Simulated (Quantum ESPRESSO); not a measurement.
# Re: band-structure run (part 2 of 3)

Re (P6₃/mmc, 2 atoms in the cell); Kohn-Sham DFT of a periodic cell, PBE, spin-orbit coupling, PseudoDojo 0.4 FR PBE standard, no spin polarisation (Quantum ESPRESSO 7.5); cutoff 979.61 eV, 11×11×6 k-mesh, fermi-dirac of 0.05 eV. The structure derives from an entry of the Crystallography Open Database.

Geometry of the input (Å; fractional positions):
```
2.7608  0.0000  0.0000
-1.3804  2.3909  0.0000
0.0000  0.0000  4.4582
Re 0.6667  0.3333  0.7500
Re 0.3333  0.6667  0.2500
```

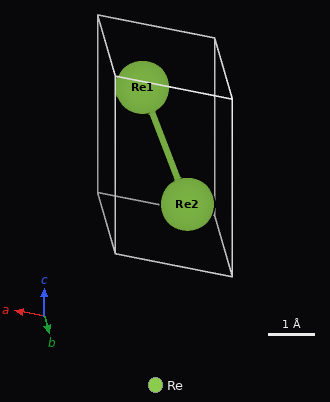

**Figure 1.** The input geometry (ball-and-stick view of the cell of the calculation, seen at an oblique angle; atoms are numbered from 1 in the order of the input). An atom can appear more than once, as a periodic image.

**Output, continued**
```
   -55.4418 -55.4418 -55.3217 -55.3217 -25.3111 -25.3111 -24.9913 -24.9913
   -14.8168 -14.8168 -14.0119 -14.0119 -13.8178 -13.8178 -13.7510 -13.7510
    14.6628  14.6628  17.8645  17.8645  21.8735  21.8735  22.7584  22.7584
    22.9406  22.9406  23.2030  23.2030  23.5887  23.5887  23.9206  23.9206
    24.1894  24.1894  24.5197  24.5197  27.7287  27.7287  28.9145  28.9145
    34.1974  34.1974  38.3506  38.3506

          k = 0.0000 0.1610 0.1583 (  2039 PWs)   bands (ev):

   -55.4338 -55.4338 -55.3298 -55.3298 -25.2894 -25.2894 -25.0124 -25.0124
   -14.7535 -14.7535 -13.9973 -13.9973 -13.8755 -13.8755 -13.7830 -13.7830
    14.9836  14.9836  17.8871  17.8871  21.8794  21.8794  22.4430  22.4430
    22.4799  22.4799  22.9246  22.9246  23.2990  23.2990  23.9009  23.9009
    24.6575  24.6575  24.9230  24.9230  27.6998  27.6998  28.5281  28.5281
    35.4626  35.4626  37.7703  37.7703

          k = 0.0000 0.1610 0.3165 (  2030 PWs)   bands (ev):

   -55.4120 -55.4120 -55.3519 -55.3519 -25.2303 -25.2303 -25.0704 -25.0704
   -14.5770 -14.5770 -14.0695 -14.0695 -13.9515 -13.9515 -13.8347 -13.8347
    15.8613  15.8613  17.7460  17.7460  21.6231  21.6231  21.8140  21.8140
    22.0027  22.0027  22.6958  22.6958  22.8199  22.8199  23.3963  23.3963
    25.6444  25.6444  25.9066  25.9066  27.4188  27.4188  27.8943  27.8943
    37.5124  37.5124  37.9206  37.9206

          k = 0.0000 0.1610-0.4748 (  2026 PWs)   bands (ev):

   -55.3820 -55.3820 -55.3820 -55.3820 -25.1500 -25.1500 -25.1500 -25.1500
   -14.3275 -14.3275 -14.3275 -14.3275 -13.8947 -13.8947 -13.8947 -13.8947
    16.9877  16.9877  16.9877  16.9877  21.3710  21.3710  21.3710  21.3710
    22.2880  22.2880  22.2880  22.2880  22.9230  22.9230  22.9230  22.9230
    26.6749  26.6749  26.6749  26.6749  27.0069  27.0069  27.0069  27.0069
    37.9261  37.9261  37.9261  37.9261

          k = 0.0000 0.3219 0.0000 (  2038 PWs)   bands (ev):

   -55.4194 -55.4194 -55.3122 -55.3122 -25.3323 -25.3323 -25.0516 -25.0516
   -14.7999 -14.7999 -14.1483 -14.1483 -14.0157 -14.0157 -13.8002 -13.8002
    15.5933  15.5933  18.5987  18.5987  21.2456  21.2456  21.8636  21.8636
    22.5191  22.5191  23.3134  23.3134  23.8338  23.8338  23.8747  23.8747
    24.2685  24.2685  24.7459  24.7459  28.1009  28.1009  31.0608  31.0608
    33.9855  33.9855  39.9252  39.9252

          k = 0.0000 0.3219 0.1583 (  2036 PWs)   bands (ev):

   -55.4123 -55.4123 -55.3194 -55.3194 -25.3135 -25.3135 -25.0704 -25.0704
   -14.7484 -14.7484 -14.1323 -14.1323 -14.0609 -14.0609 -13.8298 -13.8298
    15.8733  15.8733  18.6633  18.6633  21.2793  21.2793  21.3657  21.3657
    22.3213  22.3213  23.1613  23.1613  23.4077  23.4077  24.2254  24.2254
    24.7377  24.7377  24.9349  24.9349  27.9803  27.9803  30.0373  30.0373
    35.3148  35.3148  39.5139  39.5140

          k = 0.0000 0.3219 0.3165 (  2035 PWs)   bands (ev):

   -55.3928 -55.3928 -55.3392 -55.3392 -25.2619 -25.2619 -25.1216 -25.1216
   -14.6063 -14.6063 -14.2140 -14.2140 -14.0644 -14.0644 -13.9013 -13.9013
    16.6533  16.6533  18.5660  18.5660  20.6410  20.6410  21.4328  21.4328
    21.7871  21.7871  22.8114  22.8114  23.2656  23.2656  23.9077  23.9077
    25.5657  25.5657  25.9526  25.9526  27.5014  27.5014  28.6352  28.6352
    37.2244  37.2244  39.1983  39.1983

          k = 0.0000 0.3219-0.4748 (  2024 PWs)   bands (ev):

   -55.3660 -55.3660 -55.3660 -55.3660 -25.1917 -25.1917 -25.1917 -25.1917
   -14.4097 -14.4097 -14.4097 -14.4097 -13.9870 -13.9870 -13.9870 -13.9870
    17.7252  17.7252  17.7252  17.7252  20.8270  20.8270  20.8270  20.8270
    22.2072  22.2072  22.2072  22.2072  23.4649  23.4649  23.4649  23.4649
    26.6073  26.6073  26.6073  26.6073  27.2664  27.2664  27.2664  27.2664
    38.7717  38.7717  38.7717  38.7717

          k = 0.0000 0.4829 0.0000 (  2062 PWs)   bands (ev):

   -55.3886 -55.3886 -55.3012 -55.3012 -25.3576 -25.3576 -25.1346 -25.1346
   -14.7811 -14.7811 -14.3046 -14.3046 -14.2675 -14.2675 -13.8727 -13.8727
    16.8266  16.8266  18.9429  18.9429  20.4723  20.4723  21.1983  21.1983
    22.2721  22.2721  22.9714  22.9714  23.4409  23.4409  25.0759  25.0759
    25.3434  25.3434  25.9598  25.9598  28.3985  28.3985  33.2658  33.2658
    33.5295  33.5295  38.3277  38.3277

          k = 0.0000 0.4829 0.1583 (  2053 PWs)   bands (ev):

   -55.3828 -55.3828 -55.3071 -55.3071 -25.3429 -25.3429 -25.1498 -25.1498
   -14.7524 -14.7524 -14.3260 -14.3260 -14.2549 -14.2549 -13.8944 -13.8944
    16.9860  16.9860  19.0613  19.0613  20.2813  20.2813  21.2247  21.2247
    22.0035  22.0035  23.0412  23.0412  23.4905  23.4905  25.2060  25.2060
    25.5639  25.5639  25.8078  25.8078  28.1914  28.1914  31.3542  31.3542
    35.0285  35.0285  38.8229  38.8229

          k = 0.0000 0.4829 0.3165 (  2039 PWs)   bands (ev):

   -55.3669 -55.3669 -55.3232 -55.3232 -25.3025 -25.3025 -25.1910 -25.1910
   -14.6716 -14.6716 -14.4262 -14.4262 -14.1731 -14.1731 -13.9606 -13.9606
    17.4601  17.4601  18.9973  18.9973  20.0379  20.0379  21.1133  21.1133
    21.9393  21.9393  22.9591  22.9591  23.6199  23.6199  24.8770  24.8770
    26.0672  26.0672  26.3003  26.3003  27.6151  27.6151  29.3934  29.3934
    36.3266  36.3266  40.0983  40.0983

          k = 0.0000 0.4829-0.4748 (  2030 PWs)   bands (ev):

   -55.3450 -55.3450 -55.3450 -55.3450 -25.2470 -25.2470 -25.2470 -25.2470
   -14.5541 -14.5541 -14.5541 -14.5541 -14.0626 -14.0626 -14.0626 -14.0626
    18.2084  18.2084  18.2084  18.2084  20.5575  20.5575  20.5575  20.5575
    22.4084  22.4084  22.4084  22.4084  24.1886  24.1886  24.1886  24.1886
    26.7874  26.7874  26.7874  26.7874  27.6554  27.6554  27.6554  27.6554
    38.2734  38.2734  38.2734  38.2734

          k = 0.0000 0.6439 0.0000 (  2038 PWs)   bands (ev):

   -55.3576 -55.3576 -55.2937 -55.2937 -25.3751 -25.3751 -25.2180 -25.2180
   -14.7743 -14.7743 -14.5144 -14.5144 -14.3935 -14.3935 -13.9509 -13.9509
    17.8255  17.8255  18.6107  18.6107  19.4900  19.4900  21.6299  21.6299
    22.3572  22.3572  22.9222  22.9222  23.2413  23.2413  26.7370  26.7370
    26.9297  26.9297  27.4525  27.4525  28.6113  28.6113  33.2490  33.2490
    34.9770  34.9770  35.5333  35.5333

          k = 0.0000 0.6439 0.1583 (  2056 PWs)   bands (ev):

   -55.3533 -55.3533 -55.2980 -55.2980 -25.3651 -25.3651 -25.2290 -25.2290
   -14.7753 -14.7753 -14.5516 -14.5516 -14.3400 -14.3400 -13.9634 -13.9634
    17.7004  17.7004  18.7035  18.7035  19.8121  19.8121  20.9867  20.9867
    22.5236  22.5236  23.0831  23.0831  23.6590  23.6590  26.6313  26.6313
    26.9739  26.9739  27.1467  27.1467  28.4139  28.4139  32.0180  32.0180
    34.4698  34.4698  37.0740  37.0740

          k = 0.0000 0.6439 0.3165 (  2052 PWs)   bands (ev):

   -55.3417 -55.3417 -55.3097 -55.3097 -25.3373 -25.3373 -25.2587 -25.2587
   -14.7594 -14.7594 -14.6296 -14.6296 -14.2248 -14.2248 -14.0108 -14.0108
    17.7077  17.7077  18.6687  18.6687  19.8978  19.8978  20.6962  20.6962
    22.9006  22.9006  23.5092  23.5092  24.0645  24.0645  25.7730  25.7730
    27.0926  27.0926  27.2304  27.2304  28.0532  28.0532  29.8822  29.8822
    35.2319  35.2319  37.8869  37.8870

          k = 0.0000 0.6439-0.4748 (  2044 PWs)   bands (ev):

   -55.3257 -55.3257 -55.3257 -55.3257 -25.2984 -25.2984 -25.2984 -25.2984
   -14.7083 -14.7083 -14.7083 -14.7083 -14.1026 -14.1026 -14.1026 -14.1026
    18.1012  18.1012  18.1012  18.1012  20.3085  20.3085  20.3085  20.3085
    23.5830  23.5830  23.5830  23.5830  24.5951  24.5951  24.5951  24.5951
    27.5160  27.5160  27.5160  27.5160  28.1740  28.1740  28.1740  28.1740
    36.7577  36.7577  36.7577  36.7577

          k = 0.0000 0.8048 0.0000 (  2048 PWs)   bands (ev):

   -55.3363 -55.3363 -55.2920 -55.2920 -25.3782 -25.3782 -25.2755 -25.2755
   -14.7606 -14.7606 -14.6825 -14.6825 -14.4186 -14.4186 -14.0062 -14.0062
    18.1877  18.1877  18.3532  18.3532  18.9796  18.9796  22.1521  22.1521
    22.2763  22.2763  22.7994  22.7994  23.6170  23.6170  28.0379  28.0379
    28.3163  28.3163  28.6966  28.6966  29.4823  29.4823  32.2242  32.2242
    33.8610  33.8610  35.9708  35.9708

          k = 0.0000 0.8048 0.1583 (  2045 PWs)   bands (ev):

   -55.3333 -55.3333 -55.2950 -55.2950 -25.3720 -25.3720 -25.2830 -25.2830
   -14.7842 -14.7842 -14.7085 -14.7085 -14.3576 -14.3576 -14.0121 -14.0121
    17.8237  17.8237  18.3547  18.3547  19.7359  19.7359  20.8947  20.8947
    22.4363  22.4363  23.5092  23.5092  24.2546  24.2546  27.5910  27.5910
    28.1315  28.1315  28.5383  28.5383  29.2104  29.2104  31.4972  31.4972
    33.9142  33.9142  35.9062  35.9062

          k = 0.0000 0.8048 0.3165 (  2045 PWs)   bands (ev):

   -55.3252 -55.3252 -55.3031 -55.3031 -25.3544 -25.3544 -25.3030 -25.3030
   -14.8118 -14.8118 -14.7613 -14.7613 -14.2348 -14.2348 -14.0434 -14.0434
    17.6209  17.6209  18.3971  18.3971  19.8976  19.8976  20.3937  20.3937
    23.1616  23.1616  23.8248  23.8248  25.3680  25.3680  26.1351  26.1351
    28.1231  28.1231  28.3022  28.3022  28.7715  28.7715  30.0782  30.0782
    34.2490  34.2490  35.4592  35.4592

          k = 0.0000 0.8048-0.4748 (  2060 PWs)   bands (ev):

   -55.3142 -55.3142 -55.3142 -55.3142 -25.3293 -25.3293 -25.3293 -25.3293
   -14.8039 -14.8039 -14.8039 -14.8039 -14.1190 -14.1190 -14.1190 -14.1190
    17.9193  17.9193  17.9193  17.9193  20.0999  20.0999  20.0999  20.0999
    24.3975  24.3975  24.3975  24.3975  25.0008  25.0008  25.0008  25.0008
    28.3020  28.3020  28.3020  28.3020  28.9075  28.9075  28.9075  28.9075
    34.8436  34.8436  34.8436  34.8436

          k = 0.1394 0.2414 0.0000 (  2045 PWs)   bands (ev):

   -55.4265 -55.4265 -55.3151 -55.3151 -25.3258 -25.3258 -25.0325 -25.0325
   -14.8048 -14.8048 -14.1080 -14.1080 -13.9505 -13.9505 -13.7874 -13.7874
    15.3022  15.3022  18.4147  18.4147  21.3421  21.3421  22.3302  22.3302
    22.7053  22.7053  23.1242  23.1242  23.5948  23.5948  23.8112  23.8112
    24.3567  24.3567  24.6089  24.6089  27.9393  27.9393  30.4999  30.4999
    34.0772  34.0772  39.5962  39.5962

          k = 0.1394 0.2414 0.1583 (  2033 PWs)   bands (ev):

   -55.4191 -55.4191 -55.3226 -55.3226 -25.3060 -25.3060 -25.0520 -25.0520
   -14.7491 -14.7491 -14.0924 -14.0924 -14.0000 -14.0000 -13.8180 -13.8180
    15.5988  15.5988  18.4646  18.4646  21.4087  21.4087  21.6398  21.6398
    22.4793  22.4793  23.0976  23.0976  23.3051  23.3051  24.0256  24.0256
    24.7287  24.7287  24.8956  24.8956  27.8597  27.8597  29.6604  29.6604
    35.3877  35.3877  39.0322  39.0322

          k = 0.1394 0.2414 0.3165 (  2028 PWs)   bands (ev):

   -55.3988 -55.3988 -55.3431 -55.3431 -25.2520 -25.2520 -25.1054 -25.1054
   -14.5950 -14.5950 -14.1641 -14.1641 -14.0325 -14.0325 -13.8851 -13.8851
    16.4211  16.4211  18.3506  18.3506  20.8776  20.8776  21.5305  21.5305
    21.8295  21.8295  22.7855  22.7855  23.1440  23.1440  23.7055  23.7055
    25.5611  25.5611  25.9403  25.9403  27.4495  27.4495  28.4537  28.4537
    37.4783  37.4783  38.7109  38.7109

          k = 0.1394 0.2414-0.4748 (  2026 PWs)   bands (ev):

   -55.3710 -55.3710 -55.3710 -55.3710 -25.1788 -25.1788 -25.1784 -25.1784
   -14.3910 -14.3910 -14.3687 -14.3687 -13.9740 -13.9740 -13.9517 -13.9517
    17.5244  17.5244  17.5330  17.5330  20.9509  20.9509  20.9552  20.9552
    22.1933  22.1933  22.2180  22.2180  23.2788  23.2788  23.3192  23.3192
    26.5537  26.5537  26.6371  26.6371  27.1649  27.1649  27.2615  27.2615
    38.6552  38.6552  38.6598  38.6598

          k = 0.1394 0.4024 0.0000 (  2050 PWs)   bands (ev):

   -55.3999 -55.3999 -55.3049 -55.3049 -25.3490 -25.3490 -25.1041 -25.1041
   -14.7833 -14.7833 -14.2598 -14.2598 -14.1649 -14.1649 -13.8567 -13.8567
    16.4218  16.4218  19.1305  19.1305  20.7999  20.7999  21.0309  21.0309
    22.3011  22.3011  22.7936  22.7936  23.7888  23.7888  24.4572  24.4572
    24.8730  24.8730  25.7246  25.7246  28.1634  28.1634  32.6148  32.6148
    33.7274  33.7274  39.4738  39.4738

          k = 0.1394 0.4024 0.1583 (  2051 PWs)   bands (ev):

   -55.3936 -55.3936 -55.3113 -55.3113 -25.3327 -25.3327 -25.1206 -25.1206
   -14.7452 -14.7452 -14.2508 -14.2508 -14.1920 -14.1920 -13.8804 -13.8804
    16.6477  16.6477  19.2449  19.2449  20.5820  20.5820  20.9339  20.9339
    22.1318  22.1318  22.8746  22.8746  23.5218  23.5218  24.5620  24.5620
    25.2751  25.2751  25.6813  25.6813  28.0121  28.0121  31.0600  31.0600
    35.2204  35.2204  39.6264  39.6265

          k = 0.1394 0.4024 0.3165 (  2043 PWs)   bands (ev):

   -55.3763 -55.3763 -55.3288 -55.3288 -25.2881 -25.2881 -25.1657 -25.1657
   -14.6409 -14.6409 -14.3394 -14.3394 -14.1484 -14.1484 -13.9473 -13.9473
    17.2877  17.2877  19.1610  19.1610  20.1423  20.1423  21.1160  21.1160
    21.6825  21.6825  22.6314  22.6314  23.5223  23.5223  24.4432  24.4432
    25.8918  25.8918  26.2520  26.2520  27.5009  27.5009  29.2640  29.2640
    36.8428  36.8428  40.0021  40.0021

          k = 0.1394 0.4024-0.4748 (  2032 PWs)   bands (ev):

   -55.3526 -55.3526 -55.3526 -55.3526 -25.2275 -25.2275 -25.2265 -25.2265
   -14.5196 -14.5196 -14.4639 -14.4639 -14.0759 -14.0759 -14.0204 -14.0204
    18.2088  18.2088  18.2395  18.2395  20.6405  20.6405  20.6557  20.6557
    21.9677  21.9677  21.9984  21.9984  23.9172  23.9172  24.0086  24.0086
    26.6277  26.6277  26.7051  26.7051  27.5648  27.5648  27.6850  27.6850
    38.7117  38.7117  38.7177  38.7177

          k = 0.1394 0.5634 0.0000 (  2052 PWs)   bands (ev):

   -55.3688 -55.3688 -55.2958 -55.2958 -25.3701 -25.3701 -25.1874 -25.1874
   -14.7636 -14.7636 -14.4294 -14.4294 -14.3629 -14.3629 -13.9430 -13.9430
    17.6353  17.6353  19.0702  19.0702  19.8941  19.8941  21.0770  21.0770
    22.1897  22.1897  22.6986  22.6986  23.4187  23.4187  25.4715  25.4715
    26.3887  26.3887  27.3146  27.3146  28.3536  28.3536  33.3914  33.3914
    34.6572  34.6572  36.6994  36.6994

          k = 0.1394 0.5634 0.1583 (  2045 PWs)   bands (ev):

   -55.3639 -55.3639 -55.3007 -55.3007 -25.3582 -25.3582 -25.2000 -25.2000
   -14.7547 -14.7547 -14.4590 -14.4590 -14.3270 -14.3270 -13.9571 -13.9571
    17.6688  17.6688  19.2087  19.2087  19.8573  19.8573  21.0184  21.0184
    22.0744  22.0744  22.8893  22.8893  23.3655  23.3655  25.4780  25.4780
    26.6196  26.6196  26.9460  26.9460  28.2838  28.2838  32.0362  32.0362
    34.9183  34.9183  37.8169  37.8169

          k = 0.1394 0.5634 0.3165 (  2053 PWs)   bands (ev):

   -55.3506 -55.3506 -55.3141 -55.3141 -25.3256 -25.3256 -25.2342 -25.2342
   -14.7207 -14.7207 -14.5379 -14.5379 -14.2303 -14.2303 -14.0063 -14.0063
    17.8802  17.8802  19.0772  19.0772  19.9125  19.9125  21.0337  21.0337
    22.0722  22.0722  22.8563  22.8563  23.6043  23.6043  25.2503  25.2503
    26.6829  26.6829  27.1016  27.1016  28.0283  28.0283  29.9126  29.9126
    35.9167  35.9167  39.0693  39.0694

          k = 0.1394 0.5634-0.4748 (  2052 PWs)   bands (ev):

   -55.3324 -55.3324 -55.3324 -55.3324 -25.2812 -25.2812 -25.2794 -25.2794
   -14.6786 -14.6786 -14.6015 -14.6015 -14.1453 -14.1453 -14.0686 -14.0686
    18.3625  18.3625  18.4093  18.4093  20.5453  20.5453  20.5613  20.5613
    22.4226  22.4226  22.4963  22.4963  24.2617  24.2617  24.4580  24.4580
    27.3510  27.3510  27.4514  27.4514  28.0253  28.0253  28.1992  28.1992
    37.7250  37.7250  37.7343  37.7343

          k = 0.1394 0.7243 0.0000 (  2055 PWs)   bands (ev):

   -55.3418 -55.3418 -55.2920 -55.2920 -25.3788 -25.3788 -25.2593 -25.2593
   -14.7549 -14.7549 -14.6089 -14.6089 -14.4345 -14.4345 -14.0213 -14.0213
    18.3573  18.3573  18.6905  18.6905  19.1810  19.1810  21.6986  21.6986
    22.0880  22.0880  22.8574  22.8574  23.4611  23.4611  26.9967  26.9967
    27.6972  27.6972  28.3790  28.3790  29.1614  29.1614  33.5446  33.5446
    33.7284  33.7284  35.8696  35.8696

          k = 0.1394 0.7243 0.1583 (  2051 PWs)   bands (ev):

   -55.3385 -55.3385 -55.2954 -55.2954 -25.3714 -25.3714 -25.2679 -25.2679
   -14.7752 -14.7752 -14.6388 -14.6388 -14.3746 -14.3746 -14.0263 -14.0263
    18.0309  18.0309  18.7743  18.7743  19.7767  19.7767  20.8606  20.8606
    22.2532  22.2532  23.3581  23.3581  23.6600  23.6600  26.8070  26.8070
    27.6173  27.6173  27.9486  27.9486  29.2311  29.2311  32.3542  32.3542
    33.9219  33.9219  36.3964  36.3964

          k = 0.1394 0.7243 0.3165 (  2052 PWs)   bands (ev):

   -55.3294 -55.3294 -55.3045 -55.3045 -25.3507 -25.3507 -25.2909 -25.2909
   -14.8004 -14.8004 -14.6925 -14.6925 -14.2590 -14.2590 -14.0534 -14.0534
    17.8876  17.8876  18.7722  18.7722  19.8931  19.8931  20.7100  20.7100
    22.4397  22.4397  23.7455  23.7455  24.2438  24.2438  25.8158  25.8158
    27.2459  27.2459  28.4207  28.4207  28.9762  28.9762  30.4166  30.4166
    34.6607  34.6607  36.6445  36.6445

          k = 0.1394 0.7243-0.4748 (  2058 PWs)   bands (ev):

   -55.3169 -55.3169 -55.3169 -55.3169 -25.3225 -25.3225 -25.3203 -25.3203
   -14.8059 -14.8059 -14.7206 -14.7206 -14.1793 -14.1793 -14.0945 -14.0945
    18.1863  18.1863  18.2352  18.2352  20.3204  20.3204  20.3316  20.3316
    23.2756  23.2756  23.4499  23.4499  24.6463  24.6463  24.9635  24.9635
    27.8748  27.8748  28.0420  28.0420  29.0648  29.0648  29.3046  29.3046
    35.7822  35.7822  35.7942  35.7942

          k = 0.1394 0.8853 0.0000 (  2055 PWs)   bands (ev):
```
